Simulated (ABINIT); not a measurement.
Phonons q calculation of PbS (part 3 of 3)

PbS (Fm-3m, 2 atoms in the cell); Kohn-Sham DFT of a periodic cell, PBEsol, PseudoDojo NC SR PBEsol v0.4.1 standard, no spin polarisation (ABINIT 10.8.3); cutoff 761.92 eV, 4×4×4 k-mesh, fermi-dirac of 0.05 eV. The structure derives from an entry of the Crystallography Open Database.

Geometry of the input (Å; fractional positions):
```
0.0000  2.9510  2.9510
2.9510  0.0000  2.9510
2.9510  2.9510  0.0000
Pb 0.0000  0.0000  0.0000
S  0.5000  0.5000  0.5000
```

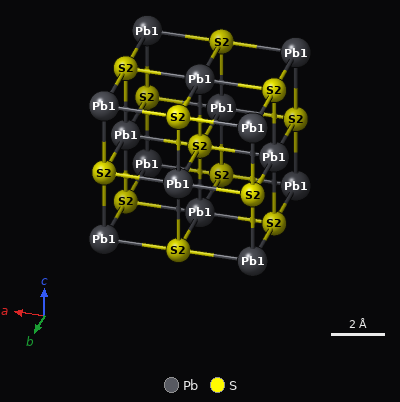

Figure 1. The structure (ball-and-stick view of the cell 4 times as large as that of the calculation, set on its symmetry axes, seen at an oblique angle; atoms are numbered from 1 in the order of the input).

**Summary**

| quantity | value |
| --- | --- |
| outcome | converged |
| space group (tolerance 0.01 Å) | Fm-3m (225) |
| electrons treated | 20 |
| free energy | −2213.0104 eV |
| Fermi energy of the self-consistent step | 4.894 eV |
| gap on the k-point mesh | 1.57 eV |
| pressure | −0.08 GPa |
| largest force (length of the vector) | under 0.001 eV/Å |
| wall time | 8.1 min (CPU time 32 min) |
| peak memory | 0.92 GiB |

Further notes kept with the run: chneut/=0 not allowed with q/=0 => chneut reset to 0 locally; asr/=0 not allowed with q/=0 => asr reset to 0 locally. Points of doubt noted for this run: k mesh coarse for metal response. Spin–orbit coupling is left out, which matters for Pb.
